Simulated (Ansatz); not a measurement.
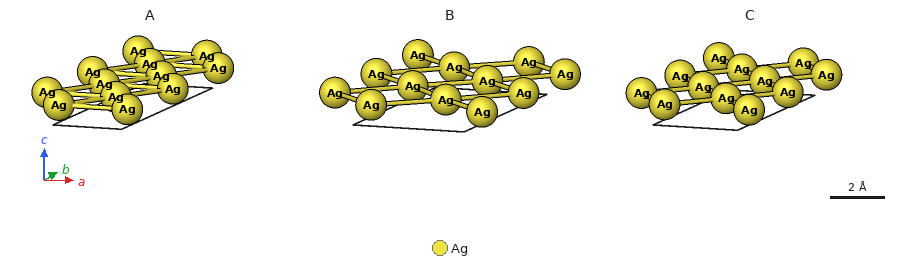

3 geometries from one relaxation of a free-standing layer of Ag (a generated structure, set up in Pmma) (coarse preliminary run), in shuffled order. Style: ball-and-stick. Shown: the 1 × 2 repeat of the cell, outlined in the plane, without the vacuum, slightly off an axis.

Level of theory: DFT PBE, scalar-relativistic, plane waves, PAW in Ansatz. (plane-wave cutoff 420 eV; k-point mesh 4 × 4 × 1; occupations gaussian; smearing width 0.1 eV; no spin polarisation; cell and atoms relaxed; force threshold 0.04 eV/Å; at most 70 steps)

**Put them in the order of the run, from the start to the converged end.**

B, C, A. They are steps 0, 5, 12, at +730 meV per atom, +284 meV per atom relative to the last. Over 10 accepted moves (12 points after the start) the energy falls by 730 meV per atom. Largest force component: 0.17 eV/Å at the start, 0.0012 eV/Å at the end. The line search rejected the trial step at point 7 of the run. At 1 point the geometry stayed and the basis and grid were re-selected for the new cell (energy shift of 0.9 meV per atom at most each time). The largest moves relative to the cell and the layer's centre, 0.085 Å, are those of Ag atoms. In the plane the drawn cell goes a 4.446 → 2.746 Å (−38.2 %), b 8.917 → 9.777 Å (+9.6 %). Near-neighbour distances that change, for instance: Ag–Ag 4.446 → 2.746 Å, Ag–Ag 3.260 → 2.804 Å, Ag–Ag 3.041 → 2.803 Å. Bond angles that change, for instance: Ag–Ag–Ag 94.0° → 58.7°, Ag–Ag–Ag 90.0° → 121.4°, Ag–Ag–Ag 86.0° → 58.6°. The program noted that it reset the height of the cell.
